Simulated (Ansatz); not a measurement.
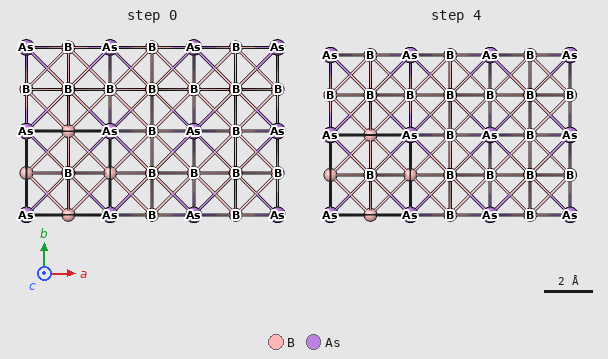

The structure of a crystal of B$_{3}$As (a generated structure, set up in Pm-3m) (coarse preliminary run) before (left) and after (right) a relaxation, at one scale.

Style: ball-and-stick. Shown: the cell of the calculation, repeated 3 × 2 × 1 with one cell outlined, along the c axis.

Level of theory: DFT PBE, scalar-relativistic, plane waves, PAW (Ansatz 0.2.0).

The input:
```yaml
crystal:
  lattice:
    - [3.53896219, 0.0, 0.0]
    - [0.0, 3.53896219, 0.0]
    - [0.0, 0.0, 3.53896219]
  atoms:
    - { symbol: B, position: [0.0, 0.5, 0.5] }
    - { symbol: B, position: [0.5, 0.0, 0.5] }
    - { symbol: B, position: [0.5, 0.5, 0.0] }
    - { symbol: As, position: [0.0, 0.0, 0.0] }
basis:
  ecutwfc: 420
kpoints:
  mp_grid: { grid: [6, 6, 6] }
hamiltonian:
  xc: pbe
scf:
  occupations: { method: gaussian, width: 0.1 }
  lower_state_search: "off"
output:
  forces: true
  stress: true
  eigenvalues: true
relax:
  adjacent_minimum: "off"
  f_tol: 0.04
  max_steps: 70
  cell: { stress_tol: 0.4 }
```

Launched with:
```bash
ansatz run input.yaml --threads 1 --pin off --max-ram 2560MiB --backend cpu --events-out ev --progress --plain --runs-dir out
```

Q: Summarise the run.

A: After 3 accepted moves (4 points after the start) the energy has fallen by 62.3 meV per atom. All forces vanish by symmetry, so only the cell relaxes. Pressure: −11.60 GPa at the start and −0.07 GPa at the end. The SCF was repeated once at an unchanged geometry on a basis and grid sized afresh for the cell, which shifted the energy by 0.8 meV per atom at most. No atom moves by more than 0.005 Å relative to the cell. The drawn cell changes as follows: a = b = c 3.539 → 3.378 Å (−4.6 %); the volume changes by −13.1 %. Some distances before and after: B1–B2 2.502 → 2.388 Å, B1–As4 2.502 → 2.388 Å. The space group stays Pm-3m (No. 221).
